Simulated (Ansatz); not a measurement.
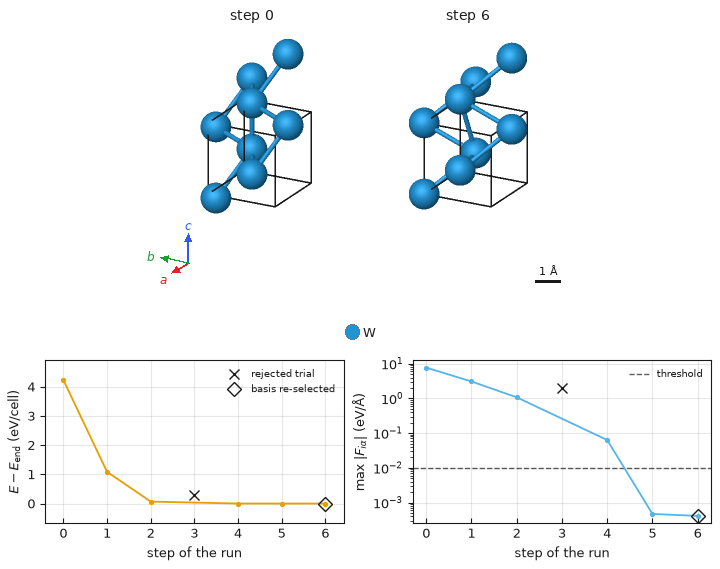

First and last geometry of a relaxation of solid W (set up in P-1), with the history of the run. Style: ball-and-stick. Shown: the cell of the calculation, from a free direction.

Case: all atoms moved at random, sigma 0.4 Å for each component; relaxed back.

Level of theory: DFT r2SCAN, scalar-relativistic, plane waves, PAW in Ansatz 0.2.0. Set-up: plane-wave cutoff 500 eV; k-point mesh 10 × 10 × 10; occupations gaussian; smearing width 0.15 eV; no spin polarisation; cell and atoms relaxed; force threshold 0.01 eV/Å; at most 80 steps.

**Read the history and describe the run.**

It converged. The energy falls by 4.231 eV per cell of the calculation in 4 accepted moves (6 points after the start). Largest force component: 7.7 eV/Å at the start, 0.00041 eV/Å at the end. The pressure goes from 62.92 to 0.00 GPa. The line search rejected the trial step at point 3 of the run. At 1 point the geometry stayed and the basis and grid were re-selected for the new cell (energy shift of less than 0.05 meV per cell of the calculation at most each time). The largest moves, 0.44 Å, are those of W atoms. The cell stays as it was. Near-neighbour distances that change, for instance: W–W 3.465 → 2.744 Å, W–W 2.140 → 2.744 Å, W–W 3.335 → 2.744 Å, W–W 3.284 → 2.744 Å. New bonds form: W–W (3.33 → 2.74 Å), W–W (3.46 → 2.74 Å). Bond angles that change, for instance: W–W–W 142.9° → 109.5°, W–W–W 141.6° → 109.5°, W–W–W 90.0° → 70.5°. The space group (tolerance 0.01 Å) goes from P-1 (No. 2) to Im-3m (No. 229). Cost: 4.3 min on 1 thread of Arm Neoverse V1, with other jobs on the host, peak memory 0.7 GiB.
